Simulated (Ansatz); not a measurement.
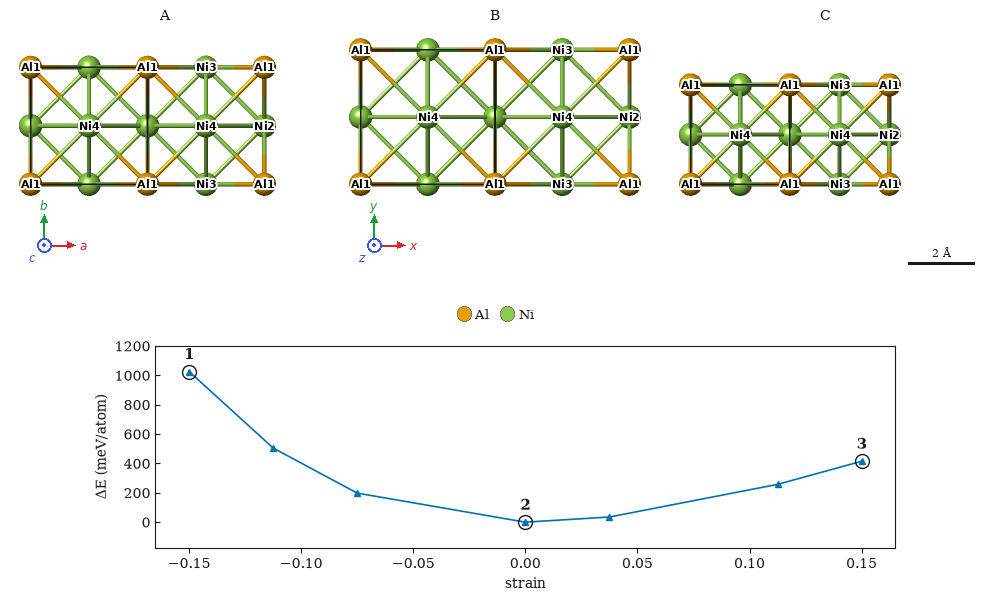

Energy scan for crystalline AlNi3 (Pm-3m), in which the cell is strained equally along x and y, with the atoms kept at their fractional coordinates. x, y and z are the Cartesian axes of the input. The frames are shuffled; the numbered points of the plot belong to them. Style: ball-and-stick. Shown: the cell of the calculation, repeated 2 × 1 × 1 with one cell outlined, along the c axis.

These are results of Ansatz, DFT PBE, scalar-relativistic, plane waves, PAW, not measurements. (plane-wave cutoff 420 eV; k-point mesh 14 × 14 × 14; occupations gaussian; smearing width 0.15 eV; collinear spin). Energies (free energies at the smearing named) are counted from the relaxed crystal.

Q: Which frame belongs to which numbered point?

A: Point 1 is frame C (the strain −0.15, 1026 meV/atom); 2 is frame A (the strain 0.00, 0 meV/atom); 3 is frame B (the strain 0.15, 415 meV/atom). Of the computed points the lowest is at the strain 0.00, 0 meV/atom. The distortion takes the space group from Pm-3m to P4/mmm. At the strain −0.15 the cell of the drawing goes a 3.567 → 3.032 Å, b 3.567 → 3.032 Å.
